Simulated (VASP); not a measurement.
# Single-point calculation, with input and output: Ge (part 2 of 3)

The same run, continued: Ge (P1, 16 atoms in the cell); Kohn-Sham DFT of a periodic cell, PBEsol, VASP PAW PBE potentials, recommended, no spin polarisation (VASP 6.6.1); cutoff 520 eV, 2×2×2 k-mesh, fermi-dirac of 0.24 eV. The structure was built on a prototype by a generator; it need not be a known phase. It belongs to a series of runs on one base structure; here: dynamics from the last frame of the run before.

Geometry of the input (Å; fractional positions):
```
0.0000  5.7528  5.7528
5.7528  0.0000  5.7528
5.7528  5.7528  0.0000
Ge 0.1247  -0.2380  0.3102
Ge 0.2019  0.0683  0.3592
Ge -0.1749  0.1259  0.5326
Ge 0.2911  -0.0978  0.9349
Ge 0.0078  0.3366  0.0530
Ge -0.0412  0.6129  0.1484
Ge 0.2266  0.3290  0.4477
Ge 0.0327  0.7715  0.7554
Ge 0.5087  0.0606  -0.0950
Ge 0.7976  -0.0443  0.1329
Ge 0.4764  -0.0064  0.4180
Ge 0.7209  -0.1542  0.5946
Ge 0.4243  0.4999  0.0944
Ge 0.6442  0.6583  0.1378
Ge 0.3083  0.4629  0.6012
Ge 0.7001  0.4411  0.5024
```

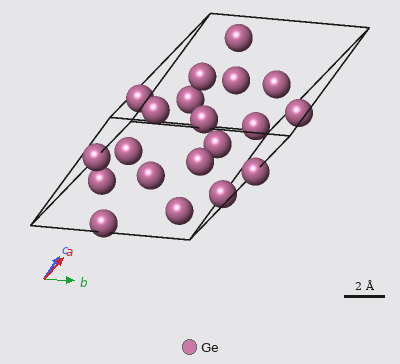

Figure 1. The structure as given in the input (spheres-only view of the cell of the calculation, set on other vectors, seen at an oblique angle).

Parts of OUTCAR, continued
```
    116       4.7523      0.13013
    117       4.9899      0.05041
    118       5.2195      0.01967
    119       5.3106      0.01350
    120       5.4878      0.00648
    121       5.8175      0.00164
    122       6.1194      0.00047
    123       6.2698      0.00025
    124       6.6257      0.00006

 k-point     2 :       0.5000    0.0000    0.0000
  band No.  band energies     occupation
      1     -20.7624      2.00000
      2     -20.6976      2.00000
      3     -20.6027      2.00000
      4     -20.5990      2.00000
      5     -20.5316      2.00000
      6     -20.5246      2.00000
      7     -20.5072      2.00000
      8     -20.5021      2.00000
      9     -20.5001      2.00000
     10     -20.4925      2.00000
     11     -20.4870      2.00000
     12     -20.4812      2.00000
     13     -20.4731      2.00000
     14     -20.4676      2.00000
     15     -20.4638      2.00000
     16     -20.4600      2.00000
     17     -20.4595      2.00000
     18     -20.4484      2.00000
     19     -20.4447      2.00000
     20     -20.4422      2.00000
     21     -20.4371      2.00000
     22     -20.4242      2.00000
     23     -20.4101      2.00000
     24     -20.4024      2.00000
     25     -20.3910      2.00000
     26     -20.3890      2.00000
     27     -20.3828      2.00000
     28     -20.3781      2.00000
     29     -20.3757      2.00000
     30     -20.3704      2.00000
     31     -20.3622      2.00000
     32     -20.3561      2.00000
     33     -20.3521      2.00000
     34     -20.3487      2.00000
     35     -20.3461      2.00000
     36     -20.3401      2.00000
     37     -20.3384      2.00000
     38     -20.3320      2.00000
     39     -20.3264      2.00000
     40     -20.3253      2.00000
     41     -20.3193      2.00000
     42     -20.3144      2.00000
     43     -20.3128      2.00000
     44     -20.3098      2.00000
     45     -20.3081      2.00000
     46     -20.3059      2.00000
     47     -20.2995      2.00000
     48     -20.2969      2.00000
     49     -20.2878      2.00000
     50     -20.2833      2.00000
     51     -20.2800      2.00000
     52     -20.2719      2.00000
     53     -20.2697      2.00000
     54     -20.2683      2.00000
     55     -20.2661      2.00000
     56     -20.2575      2.00000
     57     -20.2535      2.00000
     58     -20.2488      2.00000
     59     -20.2407      2.00000
     60     -20.2380      2.00000
     61     -20.2320      2.00000
     62     -20.2286      2.00000
     63     -20.2220      2.00000
     64     -20.2175      2.00000
     65     -20.2157      2.00000
     66     -20.2092      2.00000
     67     -20.2062      2.00000
     68     -20.2041      2.00000
     69     -20.1993      2.00000
     70     -20.1885      2.00000
     71     -20.1811      2.00000
     72     -20.1799      2.00000
     73     -20.1680      2.00000
     74     -20.1633      2.00000
     75     -20.1584      2.00000
     76     -20.1534      2.00000
     77     -20.1452      2.00000
     78     -20.1313      2.00000
     79     -20.1128      2.00000
     80     -20.0867      2.00000
     81      -7.9317      2.00000
     82      -7.6422      2.00000
     83      -6.6997      2.00000
     84      -6.1980      2.00000
     85      -5.6082      2.00000
     86      -5.1299      2.00000
     87      -4.5383      2.00000
     88      -4.2075      2.00000
     89      -3.7005      2.00000
     90      -3.3758      2.00000
     91      -2.9150      2.00000
     92      -2.6435      2.00000
     93      -2.0901      2.00000
     94      -1.4946      2.00000
     95      -1.2245      2.00000
     96      -0.8678      2.00000
     97       0.0743      2.00000
     98       0.2054      2.00000
     99       0.4802      2.00000
    100       1.3341      1.99998
    101       1.6248      1.99994
    102       1.6324      1.99994
    103       1.9316      1.99977
    104       2.2946      1.99897
    105       2.4249      1.99824
    106       2.7243      1.99387
    107       2.9579      1.98386
    108       3.0165      1.97944
    109       3.1791      1.95992
    110       3.3944      1.90449
    111       3.6285      1.76523
    112       3.8862      1.43970
    113       3.9885      1.25310
    114       4.4942      0.33879
    115       4.8967      0.07345
    116       5.0842      0.03431
    117       5.5413      0.00518
    118       5.7329      0.00234
    119       5.8205      0.00162
    120       6.3408      0.00019
    121       6.4062      0.00014
    122       6.7445      0.00003
    123       6.9395      0.00002
    124       7.0921      0.00001

 k-point     3 :       0.0000    0.5000    0.0000
  band No.  band energies     occupation
      1     -20.7627      2.00000
      2     -20.6976      2.00000
      3     -20.6029      2.00000
      4     -20.5983      2.00000
      5     -20.5336      2.00000
      6     -20.5206      2.00000
      7     -20.5097      2.00000
      8     -20.5049      2.00000
      9     -20.4996      2.00000
     10     -20.4936      2.00000
     11     -20.4863      2.00000
     12     -20.4800      2.00000
     13     -20.4713      2.00000
     14     -20.4651      2.00000
     15     -20.4640      2.00000
     16     -20.4592      2.00000
     17     -20.4560      2.00000
     18     -20.4492      2.00000
     19     -20.4462      2.00000
     20     -20.4410      2.00000
     21     -20.4376      2.00000
     22     -20.4293      2.00000
     23     -20.4110      2.00000
     24     -20.4003      2.00000
     25     -20.3941      2.00000
     26     -20.3879      2.00000
     27     -20.3824      2.00000
     28     -20.3766      2.00000
     29     -20.3744      2.00000
     30     -20.3696      2.00000
     31     -20.3607      2.00000
     32     -20.3573      2.00000
     33     -20.3530      2.00000
     34     -20.3478      2.00000
     35     -20.3465      2.00000
     36     -20.3407      2.00000
     37     -20.3356      2.00000
     38     -20.3327      2.00000
     39     -20.3305      2.00000
     40     -20.3248      2.00000
     41     -20.3212      2.00000
     42     -20.3172      2.00000
     43     -20.3155      2.00000
     44     -20.3105      2.00000
     45     -20.3076      2.00000
     46     -20.3031      2.00000
     47     -20.2961      2.00000
     48     -20.2914      2.00000
     49     -20.2903      2.00000
     50     -20.2851      2.00000
     51     -20.2810      2.00000
     52     -20.2743      2.00000
     53     -20.2710      2.00000
     54     -20.2689      2.00000
     55     -20.2651      2.00000
     56     -20.2582      2.00000
     57     -20.2514      2.00000
     58     -20.2453      2.00000
     59     -20.2444      2.00000
     60     -20.2373      2.00000
     61     -20.2328      2.00000
     62     -20.2312      2.00000
     63     -20.2233      2.00000
     64     -20.2184      2.00000
     65     -20.2122      2.00000
     66     -20.2083      2.00000
     67     -20.2050      2.00000
     68     -20.2013      2.00000
     69     -20.1960      2.00000
     70     -20.1903      2.00000
     71     -20.1853      2.00000
     72     -20.1793      2.00000
     73     -20.1698      2.00000
     74     -20.1624      2.00000
     75     -20.1572      2.00000
     76     -20.1549      2.00000
     77     -20.1442      2.00000
     78     -20.1312      2.00000
     79     -20.1133      2.00000
     80     -20.0854      2.00000
     81      -7.8618      2.00000
     82      -7.7389      2.00000
     83      -6.7900      2.00000
     84      -5.9473      2.00000
     85      -5.6240      2.00000
     86      -5.0625      2.00000
     87      -4.6483      2.00000
     88      -4.1795      2.00000
     89      -3.9212      2.00000
     90      -3.4629      2.00000
     91      -2.9947      2.00000
     92      -2.6140      2.00000
     93      -1.9434      2.00000
     94      -1.4458      2.00000
     95      -1.2271      2.00000
     96      -0.8398      2.00000
     97       0.1317      2.00000
     98       0.5825      2.00000
     99       0.7880      2.00000
    100       1.2193      1.99999
    101       1.4028      1.99998
    102       1.6347      1.99993
    103       1.9520      1.99975
    104       2.2120      1.99927
    105       2.2624      1.99910
    106       2.4414      1.99811
    107       2.6361      1.99575
    108       2.9745      1.98271
    109       3.0769      1.97364
    110       3.2219      1.95229
    111       3.6275      1.76604
    112       4.1688      0.88362
    113       4.2671      0.68891
    114       4.6514      0.19163
    115       4.8134      0.10238
    116       5.3266      0.01264
    117       5.5152      0.00578
    118       5.7025      0.00265
    119       5.8869      0.00123
    120       6.2112      0.00032
    121       6.7055      0.00004
    122       6.9288      0.00002
    123       7.0274      0.00001
    124       7.1935      0.00001

 k-point     4 :       0.0000    0.0000    0.5000
  band No.  band energies     occupation
      1     -20.7630      2.00000
      2     -20.6975      2.00000
      3     -20.6037      2.00000
      4     -20.5982      2.00000
      5     -20.5284      2.00000
      6     -20.5233      2.00000
      7     -20.5105      2.00000
      8     -20.5061      2.00000
      9     -20.5003      2.00000
     10     -20.4914      2.00000
     11     -20.4852      2.00000
     12     -20.4797      2.00000
     13     -20.4717      2.00000
     14     -20.4650      2.00000
     15     -20.4643      2.00000
     16     -20.4598      2.00000
     17     -20.4559      2.00000
     18     -20.4496      2.00000
     19     -20.4470      2.00000
     20     -20.4399      2.00000
     21     -20.4345      2.00000
     22     -20.4324      2.00000
     23     -20.4111      2.00000
     24     -20.4029      2.00000
     25     -20.3922      2.00000
     26     -20.3892      2.00000
     27     -20.3815      2.00000
     28     -20.3766      2.00000
     29     -20.3752      2.00000
     30     -20.3711      2.00000
     31     -20.3585      2.00000
     32     -20.3556      2.00000
     33     -20.3505      2.00000
     34     -20.3501      2.00000
     35     -20.3440      2.00000
     36     -20.3392      2.00000
     37     -20.3383      2.00000
     38     -20.3342      2.00000
     39     -20.3316      2.00000
     40     -20.3257      2.00000
     41     -20.3221      2.00000
     42     -20.3199      2.00000
     43     -20.3137      2.00000
     44     -20.3115      2.00000
     45     -20.3076      2.00000
     46     -20.3060      2.00000
     47     -20.2951      2.00000
     48     -20.2937      2.00000
     49     -20.2871      2.00000
     50     -20.2835      2.00000
     51     -20.2818      2.00000
     52     -20.2717      2.00000
     53     -20.2705      2.00000
     54     -20.2684      2.00000
     55     -20.2649      2.00000
     56     -20.2581      2.00000
     57     -20.2509      2.00000
     58     -20.2449      2.00000
     59     -20.2437      2.00000
     60     -20.2373      2.00000
     61     -20.2325      2.00000
     62     -20.2281      2.00000
     63     -20.2211      2.00000
     64     -20.2180      2.00000
     65     -20.2168      2.00000
     66     -20.2089      2.00000
     67     -20.2077      2.00000
     68     -20.2024      2.00000
     69     -20.1982      2.00000
     70     -20.1890      2.00000
     71     -20.1834      2.00000
     72     -20.1796      2.00000
     73     -20.1699      2.00000
     74     -20.1633      2.00000
     75     -20.1569      2.00000
     76     -20.1537      2.00000
     77     -20.1452      2.00000
     78     -20.1297      2.00000
     79     -20.1131      2.00000
     80     -20.0862      2.00000
     81      -8.1260      2.00000
     82      -7.3194      2.00000
     83      -6.6497      2.00000
     84      -6.2209      2.00000
     85      -5.6252      2.00000
     86      -5.4155      2.00000
     87      -4.6669      2.00000
     88      -4.0749      2.00000
     89      -3.7458      2.00000
     90      -3.1748      2.00000
     91      -2.7746      2.00000
     92      -2.5178      2.00000
     93      -2.3528      2.00000
     94      -1.9049      2.00000
     95      -1.3287      2.00000
     96      -0.3273      2.00000
     97       0.1458      2.00000
     98       0.6928      2.00000
     99       0.8813      2.00000
    100       0.9176      2.00000
    101       1.2611      1.99999
    102       1.6276      1.99994
    103       1.9681      1.99974
    104       2.0594      1.99961
    105       2.3576      1.99867
    106       2.5112      1.99747
    107       2.7633      1.99279
    108       3.1955      1.95715
    109       3.3448      1.92162
    110       3.3933      1.90489
    111       3.5286      1.83870
    112       3.9053      1.40693
    113       4.1399      0.94328
    114       4.6187      0.21654
    115       4.9400      0.06171
    116       5.0714      0.03616
    117       5.5577      0.00484
    118       5.9758      0.00085
    119       6.0810      0.00055
    120       6.2236      0.00030
    121       6.3144      0.00021
    122       6.6196      0.00006
    123       6.8258      0.00002
    124       7.0678      0.00001

 k-point     5 :       0.5000    0.5000    0.5000
  band No.  band energies     occupation
      1     -20.7625      2.00000
      2     -20.6973      2.00000
      3     -20.6031      2.00000
      4     -20.5991      2.00000
      5     -20.5334      2.00000
      6     -20.5207      2.00000
      7     -20.5085      2.00000
      8     -20.5022      2.00000
      9     -20.5004      2.00000
     10     -20.4923      2.00000
     11     -20.4891      2.00000
     12     -20.4794      2.00000
     13     -20.4727      2.00000
     14     -20.4676      2.00000
     15     -20.4639      2.00000
     16     -20.4602      2.00000
     17     -20.4576      2.00000
     18     -20.4498      2.00000
     19     -20.4483      2.00000
     20     -20.4413      2.00000
     21     -20.4372      2.00000
     22     -20.4215      2.00000
     23     -20.4109      2.00000
     24     -20.4026      2.00000
     25     -20.3907      2.00000
     26     -20.3894      2.00000
     27     -20.3859      2.00000
     28     -20.3774      2.00000
     29     -20.3730      2.00000
     30     -20.3674      2.00000
     31     -20.3623      2.00000
     32     -20.3586      2.00000
     33     -20.3525      2.00000
     34     -20.3472      2.00000
     35     -20.3441      2.00000
     36     -20.3423      2.00000
     37     -20.3348      2.00000
     38     -20.3329      2.00000
     39     -20.3293      2.00000
     40     -20.3234      2.00000
     41     -20.3207      2.00000
     42     -20.3177      2.00000
     43     -20.3148      2.00000
     44     -20.3095      2.00000
     45     -20.3064      2.00000
     46     -20.3045      2.00000
     47     -20.2972      2.00000
     48     -20.2958      2.00000
     49     -20.2883      2.00000
     50     -20.2857      2.00000
     51     -20.2813      2.00000
     52     -20.2709      2.00000
     53     -20.2694      2.00000
     54     -20.2687      2.00000
     55     -20.2660      2.00000
     56     -20.2600      2.00000
     57     -20.2505      2.00000
     58     -20.2489      2.00000
     59     -20.2460      2.00000
     60     -20.2356      2.00000
     61     -20.2320      2.00000
     62     -20.2315      2.00000
     63     -20.2231      2.00000
     64     -20.2186      2.00000
     65     -20.2114      2.00000
     66     -20.2083      2.00000
     67     -20.2057      2.00000
     68     -20.2022      2.00000
     69     -20.1941      2.00000
     70     -20.1879      2.00000
     71     -20.1849      2.00000
     72     -20.1799      2.00000
     73     -20.1701      2.00000
     74     -20.1617      2.00000
     75     -20.1582      2.00000
     76     -20.1554      2.00000
     77     -20.1453      2.00000
     78     -20.1312      2.00000
     79     -20.1129      2.00000
     80     -20.0864      2.00000
     81      -8.0202      2.00000
     82      -7.5649      2.00000
     83      -6.6359      2.00000
     84      -6.1577      2.00000
     85      -5.4084      2.00000
     86      -5.2180      2.00000
     87      -4.9538      2.00000
     88      -4.2109      2.00000
     89      -3.4979      2.00000
     90      -3.2214      2.00000
     91      -3.0783      2.00000
     92      -2.6219      2.00000
     93      -2.3237      2.00000
     94      -1.4149      2.00000
     95      -1.3312      2.00000
     96      -0.6671      2.00000
     97      -0.1783      2.00000
     98       0.5616      2.00000
     99       0.7570      2.00000
    100       1.2969      1.99998
    101       1.6094      1.99994
    102       1.7963      1.99987
    103       2.1555      1.99943
    104       2.3286      1.99882
    105       2.4128      1.99832
    106       2.5270      1.99730
    107       2.7155      1.99409
    108       2.9815      1.98221
    109       3.2340      1.94987
    110       3.3490      1.92029
    111       3.4928      1.85951
    112       3.7704      1.61258
    113       4.1238      0.97677
    114       4.6007      0.23142
    115       4.8247      0.09791
    116       5.1415      0.02713
    117       5.2871      0.01488
    118       5.5645      0.00471
    119       6.0095      0.00074
    120       6.1589      0.00040
    121       6.3130      0.00021
    122       6.5039      0.00009
    123       6.8676      0.00002
    124       6.9531      0.00001

 k-point     6 :       0.5000    0.5000    0.0000
  band No.  band energies     occupation
      1     -20.7625      2.00000
      2     -20.6975      2.00000
      3     -20.6033      2.00000
      4     -20.5991      2.00000
      5     -20.5283      2.00000
      6     -20.5230      2.00000
      7     -20.5112      2.00000
      8     -20.5050      2.00000
      9     -20.4995      2.00000
     10     -20.4931      2.00000
     11     -20.4864      2.00000
     12     -20.4806      2.00000
     13     -20.4709      2.00000
     14     -20.4656      2.00000
     15     -20.4656      2.00000
     16     -20.4598      2.00000
     17     -20.4558      2.00000
     18     -20.4486      2.00000
     19     -20.4480      2.00000
     20     -20.4398      2.00000
     21     -20.4374      2.00000
     22     -20.4271      2.00000
     23     -20.4116      2.00000
     24     -20.4025      2.00000
     25     -20.3923      2.00000
     26     -20.3862      2.00000
     27     -20.3858      2.00000
     28     -20.3770      2.00000
     29     -20.3751      2.00000
     30     -20.3697      2.00000
     31     -20.3605      2.00000
     32     -20.3558      2.00000
     33     -20.3497      2.00000
     34     -20.3474      2.00000
     35     -20.3464      2.00000
     36     -20.3438      2.00000
     37     -20.3356      2.00000
     38     -20.3334      2.00000
     39     -20.3326      2.00000
     40     -20.3235      2.00000
     41     -20.3182      2.00000
     42     -20.3157      2.00000
     43     -20.3125      2.00000
```
